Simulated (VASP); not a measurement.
LiCl (4 atoms in the cell), run with VASP.

INCAR
```
ENCUT = 520.000000
SIGMA = 0.020000
GGA = PE
PREC = Accurate
IBRION = -1
ISIF = 2
ISMEAR = -1
NBANDS = 18
NSW = 0
LASPH = .TRUE.
LCHARG = .FALSE.
LWAVE = .FALSE.
LREAL = .FALSE.
NELM = 62
EDIF = 1e-07
```

KPOINTS
```
KPOINTS created by Atomic Simulation Environment
0
Gamma
12 12 4
0 0 0
```

POSCAR
```
Li Cl
 1.0000000000000000
     3.7715172854681720    0.0000000000288676    0.0000000000000000
    -1.8857586427590860    3.2662297800131301    0.0000000000000000
     0.0000000000000000    0.0000000000000000    6.4055669090000000
 Li  Cl
   2   2
Cartesian
 -0.0000000000166669  2.1774865200183759  0.0213083223634784
  1.8857586427257524  1.0887432600236218  3.2240917768634780
 -0.0000000000166669  2.1774865200183759  2.3807792685115210
  1.8857586427257524  1.0887432600236218  5.5835627230115206
```

### What does the convergence history look like?

It converged, after 11 steps. The energy change falls unevenly and jumps up by a factor of two or more 3 times on the way down, most sharply at step 10 (by a factor of about 25). The jump at step 6 comes where the charge density, held fixed for the first 5 steps, starts to be updated. The input holds a fault (misspelt tag). The SCF closed all the same, which doesn't make the results meaningful for the real system.

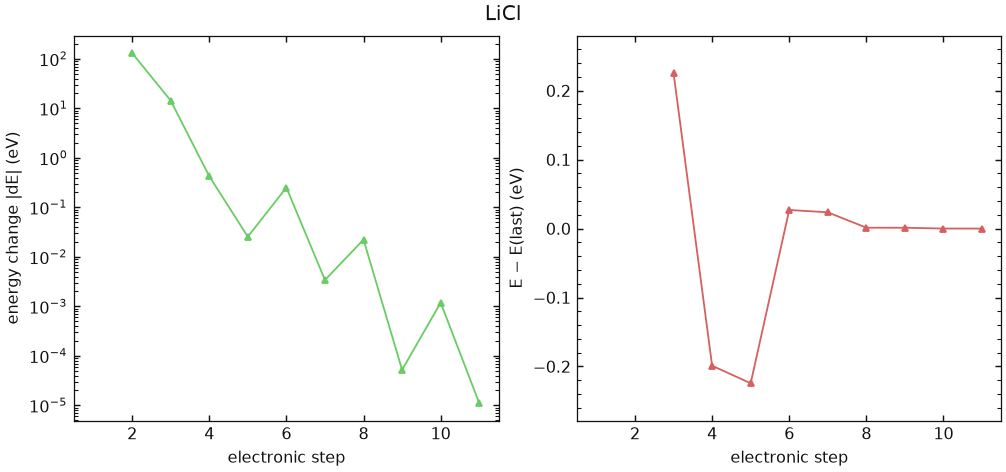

Electronic steps of a calculation: energy change |dE|, free energy less its last value. The first two energies lie far off the scale and aren't drawn.
